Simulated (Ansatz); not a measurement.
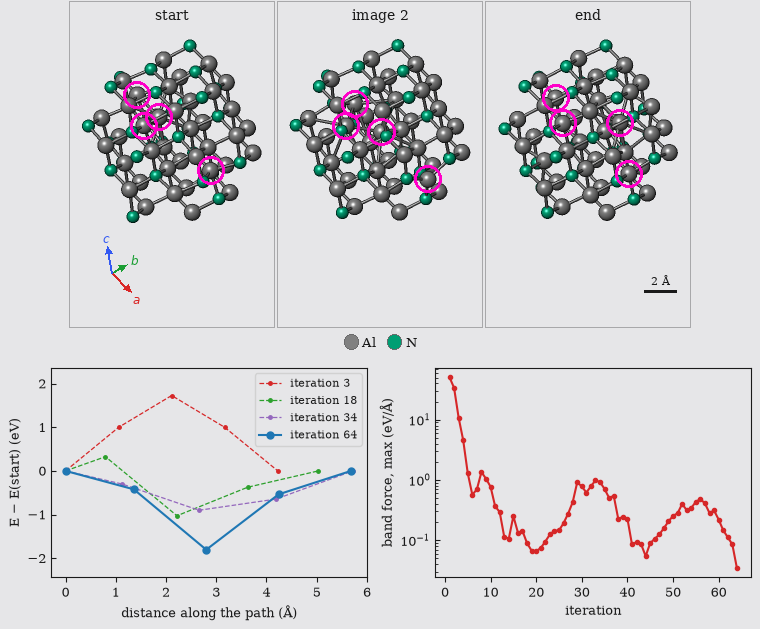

A search for the minimum-energy path of a defect cell of composition Al$_{17}$N$_{16}$ (33 atoms in the cell) by the nudged elastic band. Images are numbered from 0 (start) to 4 (end). The plot follows the band through its iterations. A ball-and-stick model of the atoms within 5.8 Å of the middle of the path, seen slightly off an axis. The atoms that move most are ringed. Bonds to atoms that aren't drawn are left out.

Level of theory: DFT PBE, scalar-relativistic, plane waves, PAW in Ansatz 0.2.0. Run with plane-wave cutoff 420 eV; k-point mesh 2 × 2 × 2; Gaussian smearing 0.02 eV; 3 movable images; climbing image.

Did the band converge, and can the barrier be trusted?

Answer. The result isn't final. The band hadn't converged when the run stopped after 64 iterations. The largest component of the band force went from 51 to 0.035 eV/Å. The first iteration put the highest image at 22.92 eV. Relative to the start the highest point is image 0 at 0.00 eV and the end lies at 0.00 eV, but the profile dips to −1.80 eV at image 2 on the way, so there may be an intermediate minimum, or an end is no minimum.

Limits of the set-up: the periodic images lie only 7.6 Å apart, so the values are limited by the cell's size.
